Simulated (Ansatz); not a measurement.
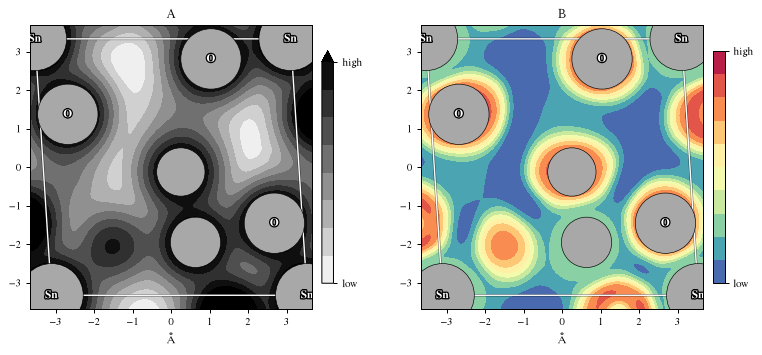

SnO2 (amorphous cell): 2 fields on the (001) plane of the calculation cell, with unlabelled colour scales. Grey discs cover the atomic cores.

Not relaxed (largest force 0.3 eV/Å).

All numbers below come from DFT PBE, scalar-relativistic, plane waves, PAW (Ansatz 0.2.0).

### Which field does each panel show? The fields are: electron localisation function and valence pseudo-density.

Panel A: valence pseudo-density. Panel B: electron localisation function. From the grid: Sn–O (2.06 Å): ρ at the midpoint is about 0.69 e/Å³; the ELF peaks at about 0.80 in the valence shell of O, 0.6 Å from its nucleus, and is about 0.25 at the midpoint; no shared electron pair shows on this line. Sn–O (2.06 Å): ρ is about 0.69 e/Å³ halfway; the ELF peaks at about 0.80 in the valence shell of O, 0.6 Å from its nucleus, and is about 0.25 at the midpoint (no shared electron pair shows on this line).
